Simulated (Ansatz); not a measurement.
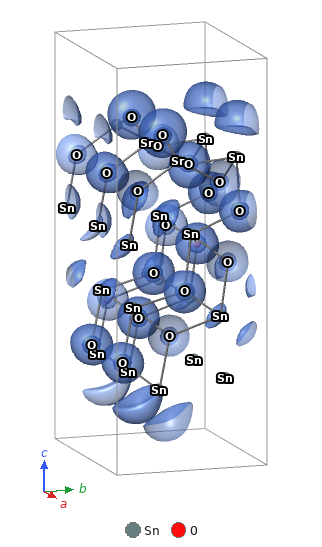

*SnO (slab). Isosurface of the electron localisation function at 0.7 (blue), seen slightly off an axis. Only the valence region is drawn (cores and ρ < 0.01 e/Å³ removed). Sticks mark near contacts.*

The SCF solution may not be the lowest one.

Method: Ansatz 0.2.0, DFT r2SCAN, scalar-relativistic, plane waves, PAW.

Core electrons are frozen (PAW), and the valence fields are smoothed inside the atomic spheres.

```
CELL_PARAMETERS angstrom
3.80803 0.00000 0.00000
0.00000 6.23271 0.00000
0.00000 0.00000 26.35771
ATOMIC_POSITIONS crystal
Sn 0.50000 0.82358 0.29533
Sn 0.00000 0.28162 0.29865
O 0.50000 0.14040 0.32873
O 0.00000 0.35085 0.37992
Sn 0.50000 0.21293 0.41097
Sn 0.00000 0.68968 0.40581
O 0.50000 0.55332 0.43117
O 0.00000 0.74077 0.48697
Sn 0.50000 0.59866 0.51745
Sn 0.00000 0.07922 0.52356
O 0.50000 0.92378 0.54824
O 0.00000 0.14353 0.60394
Sn 0.50000 0.89956 0.63070
Sn 0.00000 0.41118 0.64529
O 0.50000 0.40778 0.67163
O 0.00000 0.68839 0.60891
```

Identify the bonds, lone pairs and shells in this picture.

At this value the surface marks out six lobes on Sn, pointing away from the bonds (lone pairs) and eight regions wrapped around O (the valence shell of each), counted in one cell of 16 atoms. Counts are for one cell; the picture repeats the cell along the surface.

Values along the shortest contacts:
Sn–O (1.98 Å): the ELF peaks at about 0.80 in the valence shell of O, 0.6 Å from its nucleus, and is about 0.25 at the midpoint: no shared electron pair shows on this line. Sn–O (2.03 Å): the ELF peaks at about 0.75 in the valence shell of O, 0.6 Å from its nucleus, and is about 0.25 at the midpoint: no localised pair shows between them.
